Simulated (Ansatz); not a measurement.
**A series of single points on Al**

System: Al (I4/mmm, 1 atom in the cell).
Method: DFT r2SCAN, scalar-relativistic, plane waves, PAW, no spin polarisation (Ansatz 0.2.0).

The 5 runs differ only in the geometry, by a strain of the cell at fixed fractional positions. Against run 3, the strain is εxx = η and εyy = η. The structure derives from a Materials Project entry.

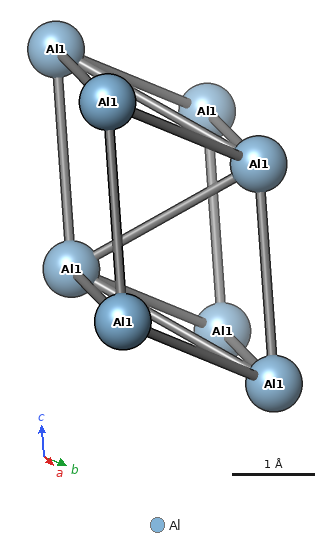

Figure 1. The structure of run 3 (ball-and-stick view of the cell of the calculation, seen slightly off an axis; atoms are numbered from 1 in the order of the input). An atom can appear more than once, as a periodic image.

**Input of run 3**
```yaml
crystal:
  lattice:
    - [-1.5943685756, 1.5943685756, 1.4668190896]
    - [1.5943685756, -1.5943685756, 1.4668190896]
    - [1.5943685756, 1.5943685756, -1.4668190896]
  atoms:
    - { symbol: Al, position: [0.0, 0.0, 0.0] }
basis:
  ecutwfc: 500
kpoints:
  mp_grid: { grid: [26, 26, 26] }
hamiltonian:
  xc: r2scan
scf:
  occupations: { method: gaussian, width: 0.15 }
output:
  forces: true
  stress: true
  eigenvalues: true
```

Command:
```bash
ansatz run input.yaml --threads 2 --pin off --max-ram 5120MiB --backend cpu --events-out ev --progress --plain --runs-dir out
```

Run 2 differs from it as follows:
```diff
-    - [-1.5943685756, 1.5943685756, 1.4668190896]
-    - [1.5943685756, -1.5943685756, 1.4668190896]
-    - [1.5943685756, 1.5943685756, -1.4668190896]
+    - [-1.5305938326, 1.5305938326, 1.4668190896]
+    - [1.5305938326, -1.5305938326, 1.4668190896]
+    - [1.5305938326, 1.5305938326, -1.4668190896]
```

**Results, with one run withheld**

| run | strain parameter η (%) | free energy per atom, from the lowest run given (meV) | pressure (GPa) |
| --- | --- | --- | --- |
| 1 | −8.0000 | 325.90 | 34.86 |
| 2 | −4.0000 | ? | ? |
| 3 | 0.0000 | 36.46 | 8.31 |
| 4 | 4.0000 | 0.00 | 0.50 |
| 5 | 8.0000 | 13.15 | −4.86 |

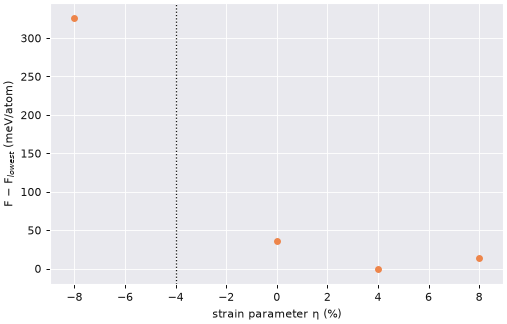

Figure 2. Free energy per atom of the runs given; the dotted line marks run 2.

Fit the runs given and predict run 2.

A quadratic polynomial in the coordinate, fitted to the 4 runs given, misses them by at most 4.92 meV per atom. With x = η − 1.0000, it reads F = 22.79 − 15.331 x + 2.0311 x² (meV per atom). At run 2 it gives 150.22 meV per atom, and the run itself gives 138.64. The fit has its minimum at η = 4.7741 %. The miss comes from the order of the polynomial or from scatter in that run; these data can't tell which.

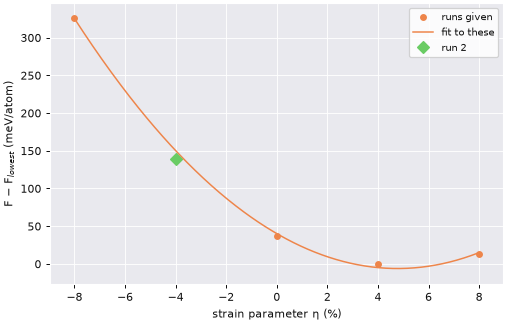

Figure 3. The fit and the withheld run.

**Output, shortened to warnings, some set-up lines, iterations and results (run 2)**
```
Basis set: ecut = 500 eV, 353 PW (Γ), exchange–correlation on 80×80×80 points (64 copies of the dense FFT grid, shifted against one another)
Symmetry: 16 space group operations
k-points: 1330 of 17576
Initial density: superposition of atomic densities (neutral atoms: chi_scale 0, normalization atom), corrected by the library's trained network
[...]
SCF iter   1: F=—  HF=-540.168994 eV  |F-HF|=—  |Δ(HF+E_count)|=         —  Δρ=3.25e-3  dr2=1.42e-3  dr2_τ=8.34e-3  ethr=1.77e-3  ⟨swp⟩=4.7  Hψ=69294  notcnv=0
SCF iter   2: F=—  HF=-540.173872 eV  |F-HF|=—  |Δ(HF+E_count)|=   4.88e-3  Δρ=2.55e-3  dr2=8.55e-4  dr2_τ=3.39e-6  ethr=4.72e-5  ⟨swp⟩=2.0  Hψ=23338  notcnv=0  defer=199
SCF iter   3: F=—  HF=-540.173672 eV  |F-HF|=—  |Δ(HF+E_count)|=   2.00e-4  Δρ=1.35e-3  dr2=2.23e-4  dr2_τ=8.69e-7  ethr=2.85e-5  ⟨swp⟩=1.1  Hψ=7545  notcnv=0  defer=198
SCF iter   4: F=—  HF=-540.173644 eV  |F-HF|=—  |Δ(HF+E_count)|=   2.80e-5  Δρ=5.32e-4  dr2=3.42e-5  dr2_τ=7.19e-8  ethr=7.44e-6  ⟨swp⟩=1.0  Hψ=7457  notcnv=0  defer=198
SCF iter   5: F=—  HF=-540.173640 eV  |F-HF|=—  |Δ(HF+E_count)|=   4.02e-6  Δρ=1.03e-4  dr2=1.26e-6  dr2_τ=1.95e-9  ethr=1.14e-6  ⟨swp⟩=1.0  Hψ=7457  notcnv=0  defer=198
SCF iter   6: F=-540.173640 eV  HF=-540.173640 eV  |F-HF|=1.18e-9  |Δ(HF+E_count)|=   1.34e-7  Δρ=9.49e-6  dr2=1.06e-8  dr2_τ=1.42e-11  ethr=3.33e-9  ⟨swp⟩=4.8  Hψ=37121  …
SCF 1 converged in 6 iterations: F = -540.173640 eV  dr2 = 1.06e-8
SCF converged after 6 iterations
Free energy (F): -540.173640 eV
Harris-Foulkes:  -540.173640 eV  (|F-HF|=1.18e-9)
Internal energy: -540.169782 eV  (E = F + TS)
E sigma→0 (E₀):  -540.171711 eV
Entropy (-TS):   -0.003858 eV (-3.858 meV/atom)
Fermi energy:    10.040711 eV
--- Per-component energies (eV) ---
  E_band       = 14.315235
  E_kinetic    = 26.004542
  E_local      = 13.098061  (includes V_loc(G=0)·N_el)
  E_nonlocal   = 10.177807
  E_hartree    = 0.157351
  E_xc         = -37.996309
  E_vxc        = -32.841195  (∫ρ·V_xc dr)
  E_paw        = -473.419350  (= ΣΔE_a)
  E_vpaw       = -3.700360  (= ΣTr[D̂ρ^β])
  E_aug_tail   = -0.000001  (compensation charges beyond the density's cutoff)
  E_vtau       = 1.261647  (kinetic-family band-sum trace: ∫τ·v_τ [+ j·A + Jᵃ·Aᵃ] dr)
  E_ewald      = -78.131775
  E_core_change = -0.060108  (= ΣΔE_core)
  E_smearing   = -0.003858  (= −TS)
  E_closure    = 0.000000  (closes the sum)
  Σ components = -540.173640   (vs F -540.173640, Δ=0.00e0)
--- Forces (eV/Å), atoms counted from 1 ---
  atom   1  Al     0.00000000     0.00000000     0.00000000
  max |Σ_I F_I| component: 8.09e-33 eV/Å
--- Stress (GPa, compression-positive) ---
       19.679368      -0.000000      -0.000000
       -0.000000      19.679368       0.000000
       -0.000000       0.000000      18.496138
  P = ⅓ Tr σ = 19.2850 GPa (192.850 kbar)
```
